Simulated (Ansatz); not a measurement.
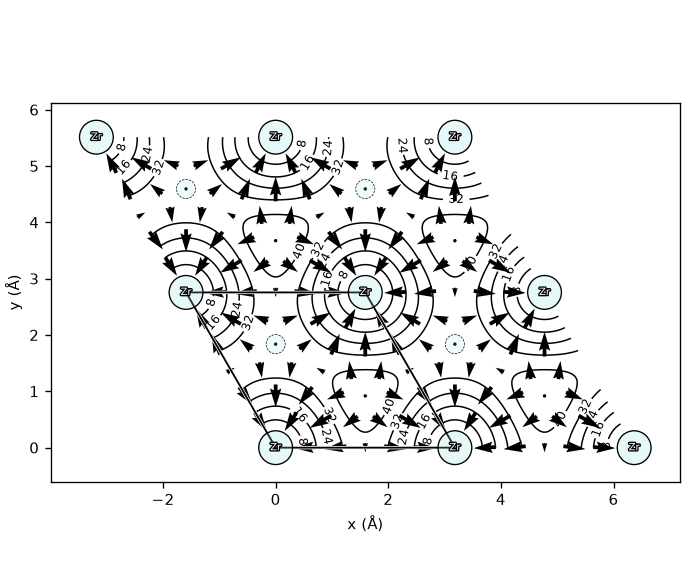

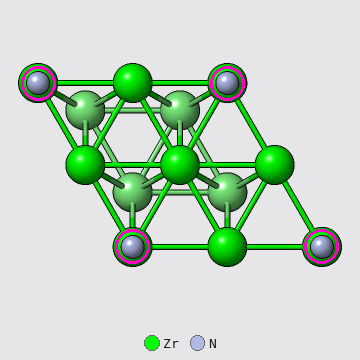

Energy landscape of N₂ on a Zr(001) slab cut from the P6_3/mmc phase, its upper half relaxed before the scan (16 atoms of substrate and one adsorbate in a 2 × 2 cell). 
- N2 is moved over the surface cell at a fixed height above a rigid substrate; the origin of the map has the adsorbate above Zr13; the height is held at 3.60 Å.
- Places are given modulo a cell vector. The map is drawn in real space over the plane of the surface.
- The grid has 6 × 6 points; 10 points were computed and 26 follow by symmetry.
- Places are given in fractions of the 1 × 1 surface cell.
- All energies are given in meV relative to the lowest grid point.
- At a fixed height the lowest place need not be the adsorption site.
- The calculation used DFT PBE+D3(BJ), scalar-relativistic, plane waves, PAW in Ansatz 0.2.0. Settings: cutoff 420 eV, k-mesh 6×6×1, gaussian smearing 0.1 eV, no spin polarisation.

Drawn: contour lines labelled in meV, arrows along the force (downhill), their lengths compressed, labelled circles for the atoms of the top layer and small ones for the second layer, the outline of one cell of the 2 × 2 shown. Between grid points the surface is interpolated. The second picture is the structure at the lowest point; rings mark the moved atoms.

Question: Summarise what can be read from the map.

Answer: The lowest grid point is at the top site over a surface Zr atom, (0/6, 0/6) of the cell vectors. It is the only kind of minimum in the scanned range. The highest grid point, a threefold hollow, (4/6, 2/6) of the cell vectors, lies 45.7 meV above the lowest. On the interpolated surface the easiest way out of the lowest well to its copy in the next cell or period passes a barrier of about 37 meV.

Each point was launched as `ansatz run input.yaml --threads 4 --pin off --max-ram 12288MiB --backend cpu --events-out ev --progress --plain --runs-dir out`. Time for the 10 points that were run: 13 min on 4 threads of Arm Neoverse N1 (shared host).
